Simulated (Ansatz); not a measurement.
**Energy of Ta along a strain of the cell**

System: Ta (I4/mmm, 1 atom in the cell).
Method: DFT PBE, scalar-relativistic, plane waves, PAW, no spin polarisation (Ansatz 0.2.0).

The 5 runs differ only in the geometry, by a strain of the cell at fixed fractional positions. Against run 3, the strain is εxx = η and εyy = η. The structure derives from an entry of the Crystallography Open Database.

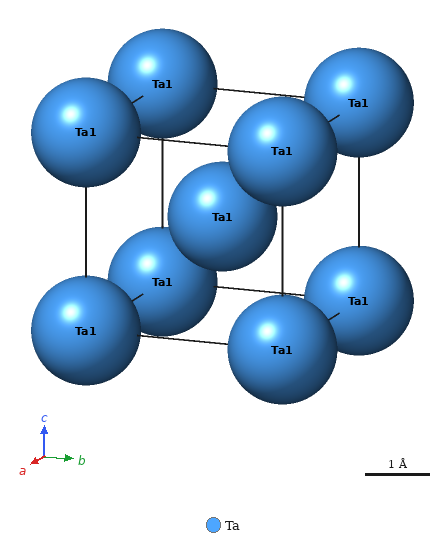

Figure 1. The structure of run 3 (spheres-only view of the cell 2 times as large as that of the calculation, set on its symmetry axes, seen slightly off an axis; atoms are numbered from 1 in the order of the input). An atom can appear more than once, as a periodic image.

## Input of run 3
```yaml
crystal:
  lattice:
    - [-1.65128, 1.65128, 1.6017416]
    - [1.65128, -1.65128, 1.6017416]
    - [1.65128, 1.65128, -1.6017416]
  atoms:
    - { symbol: Ta, position: [0.0, 0.0, 0.0] }
basis:
  ecutwfc: 420
kpoints:
  mp_grid: { grid: [20, 20, 20] }
hamiltonian:
  xc: pbe
scf:
  occupations: { method: gaussian, width: 0.15 }
output:
  forces: true
  stress: true
  eigenvalues: true
```

Command:
```bash
ansatz run input.yaml --threads 1 --pin off --max-ram 2560MiB --backend cpu --events-out ev --progress --plain --runs-dir out
```

Run 2 differs from it as follows:
```diff
-    - [-1.65128, 1.65128, 1.6017416]
-    - [1.65128, -1.65128, 1.6017416]
-    - [1.65128, 1.65128, -1.6017416]
+    - [-1.6265108, 1.6265108, 1.6017416]
+    - [1.6265108, -1.6265108, 1.6017416]
+    - [1.6265108, 1.6265108, -1.6017416]
```

## Results, with one run withheld

| run | strain parameter η (%) | free energy per atom, from the lowest run given (meV) | pressure (GPa) |
| --- | --- | --- | --- |
| 1 | −3.0000 | 124.18 | 25.57 |
| 2 | −1.5000 | ? | ? |
| 3 | 0.0000 | 16.80 | 9.92 |
| 4 | 1.5000 | 0.00 | 3.48 |
| 5 | 3.0000 | 3.96 | −2.14 |

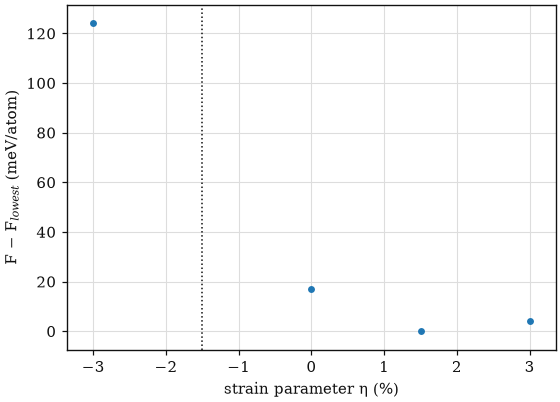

Figure 2. Free energy per atom of the runs given; the dotted line marks run 2.

What should run 2 give?

A quadratic polynomial in the coordinate, fitted to the 4 runs given, misses them by at most 0.84 meV per atom. With x = η − 0.3750, it reads F = 10.67 − 16.071 x + 5.1941 x² (meV per atom). At run 2 it gives 59.06 meV per atom, and the run itself gives 57.23. The fit has its minimum at η = 1.9220 %. The miss comes from the order of the polynomial or from scatter in that run; these data can't tell which.

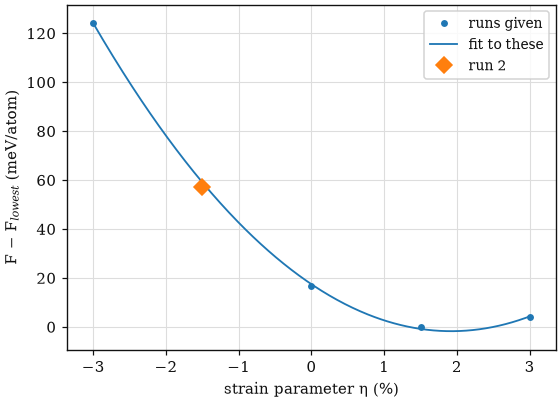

Figure 3. The fit and the withheld run.

## Output, shortened to warnings, some set-up lines, iterations and results (run 2)
```
Basis set: ecut = 420 eV, 321 PW (Γ), exchange–correlation on 40×40×40 points (8 copies of the dense FFT grid, shifted against one another)
Symmetry: 16 space group operations
k-points: 641 of 8000
Initial density: superposition of atomic densities (neutral atoms: chi_scale 0, normalization atom), corrected by the library's trained network
[...]
SCF iter   1: F=—  HF=-9932.189420 eV  |F-HF|=—  |Δ(HF+E_count)|=         —  Δρ=2.28e-3  dr2=2.92e-4  ethr=1.77e-3  ⟨swp⟩=5.1  Hψ=38419  notcnv=0
SCF iter   2: F=—  HF=-9932.189256 eV  |F-HF|=—  |Δ(HF+E_count)|=   1.64e-4  Δρ=1.01e-3  dr2=4.34e-5  ethr=2.25e-6  ⟨swp⟩=2.4  Hψ=15863  notcnv=0
SCF iter   3: F=—  HF=-9932.189312 eV  |F-HF|=—  |Δ(HF+E_count)|=   5.61e-5  Δρ=2.17e-4  dr2=1.98e-6  ethr=3.34e-7  ⟨swp⟩=2.4  Hψ=8986  notcnv=0
SCF iter   4: F=-9932.189315 eV  HF=-9932.189315 eV  |F-HF|=3.32e-8  |Δ(HF+E_count)|=   2.52e-6  Δρ=1.77e-5  dr2=3.95e-8  ethr=1.52e-8  ⟨swp⟩=2.5  Hψ=11149  notcnv=0
SCF iter   5: F=-9932.189315 eV  HF=-9932.189315 eV  |F-HF|=2.31e-10  |Δ(HF+E_count)|=   1.94e-8  Δρ=3.03e-6  dr2=2.26e-10  ethr=3.04e-10  ⟨swp⟩=2.1  Hψ=10398  notcnv=0
SCF iter   6: F=-9932.189315 eV  HF=-9932.189315 eV  |F-HF|=9.09e-12  |Δ(HF+E_count)|=  2.98e-10  Δρ=2.06e-7  dr2=6.86e-12  ethr=1.74e-12  ⟨swp⟩=1.7  Hψ=20920  notcnv=0
SCF 1 converged in 6 iterations: F = -9932.189315 eV  dr2 = 6.86e-12
SCF converged after 6 iterations
Free energy (F): -9932.189315 eV
Harris-Foulkes:  -9932.189315 eV  (|F-HF|=9.09e-12)
Internal energy: -9932.175414 eV  (E = F + TS)
E sigma→0 (E₀):  -9932.182365 eV
Entropy (-TS):   -0.013901 eV (-13.901 meV/atom)
Fermi energy:    19.951477 eV
--- Per-component energies (eV) ---
  E_band       = -85.575627
  E_kinetic    = 368.626157
  E_local      = -512.503292  (includes V_loc(G=0)·N_el)
  E_nonlocal   = 15.643488
  E_hartree    = 180.764074
  E_xc         = -219.380922
  E_vxc        = -205.279078  (∫ρ·V_xc dr)
  E_paw        = -8397.120745  (= ΣΔE_a)
  E_vpaw       = -113.591262  (= ΣTr[D̂ρ^β])
  E_aug_tail   = 0.000149  (compensation charges beyond the density's cutoff)
  E_ewald      = -1368.204324
  E_smearing   = -0.013901  (= −TS)
  E_closure    = 0.000000  (closes the sum)
  Σ components = -9932.189315   (vs F -9932.189315, Δ=0.00e0)
--- Forces (eV/Å), atoms counted from 1 ---
  atom   1  Ta    -0.00000000     0.00000000    -0.00000000
  max |Σ_I F_I| component: 4.93e-32 eV/Å
--- Stress (GPa, compression-positive) ---
       16.515791       0.000000       0.000000
        0.000000      16.515791       0.000000
        0.000000       0.000000      18.756167
  P = ⅓ Tr σ = 17.2626 GPa (172.626 kbar)
```

Notes: Spin–orbit coupling is left out, which matters for Ta.
